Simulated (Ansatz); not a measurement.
Geometry relaxation of GaAs (part 3 of 3)

Continued. System: GaAs (F-43m, 2 atoms in the cell). Method: DFT r2SCAN, scalar-relativistic, plane waves, PAW, no spin polarisation (Ansatz 0.2.0); cutoff 500 eV, 8×8×8 k-mesh, fixed occupations. It belongs to a series of runs on one base structure; here: elastic and piezoelectric constants, atoms relaxed.

Geometry of the input (Å; fractional positions):
```
0.0000  2.8259  2.8259
2.8259  0.0000  2.8259
2.8259  2.8259  0.0000
Ga 0.0000  0.0000  0.0000
As 0.2500  0.2500  0.2500
```

Trajectory as extended XYZ, continued:
```
2
Lattice="0.0000 2.8259 2.8259 2.8259 0.0000 2.8259 2.8259 2.8259 0.0000" Properties=species:S:1:pos:R:3:forces:R:3 step=3 energy=-8655.75376
Ga    0.0008    0.0000    0.0000    0.0000   0.0000   0.0000
As    1.4122    1.4144    1.4144    0.0000   0.0000   0.0000
```

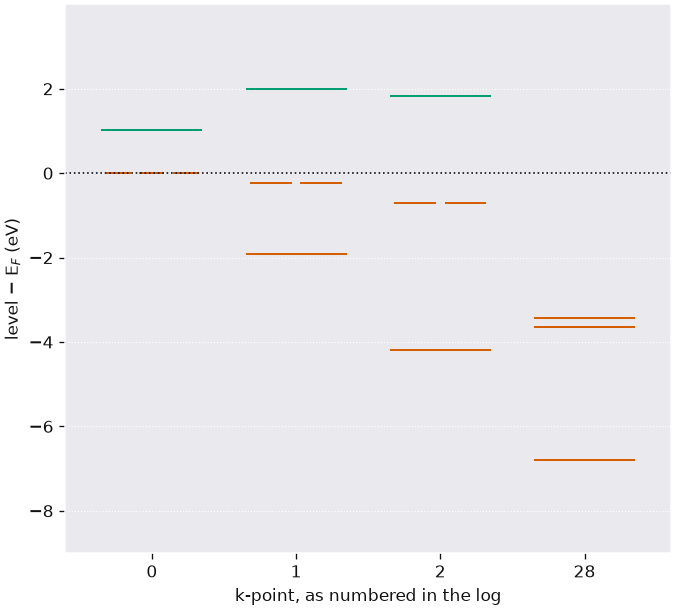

Kohn–Sham levels near the Fermi level (dotted) at the few k-points that the log prints; levels within 0.02 eV of each other stand side by side. Among these points the highest filled and lowest empty levels are 1.02 eV apart, which is the gap on the mesh.

Summary:

| quantity | value |
| --- | --- |
| outcome | converged |
| space group (tolerance 0.01 Å) | F-43m (216) |
| electrons treated | 28 |
| free energy | −8655.7538 eV |
| Fermi energy | 7.952 eV |
| gap on the k-point mesh | 1.02 eV |
| pressure | 0.57 GPa |
| final volume | 45.13 Å³ |
| bulk modulus (Hill) | 75.1 GPa |
| shear modulus (Hill) | 48.2 GPa |
| largest force (length of the vector) at the end | under 0.001 eV/Å |
| final cell | a = 3.996 Å, b = 3.996 Å, c = 3.996 Å, α = 60.00°, β = 60.00°, γ = 60.00° |
| elastic stability | stable |
| wall time | 2.7 min |
| peak memory | 0.76 GiB |
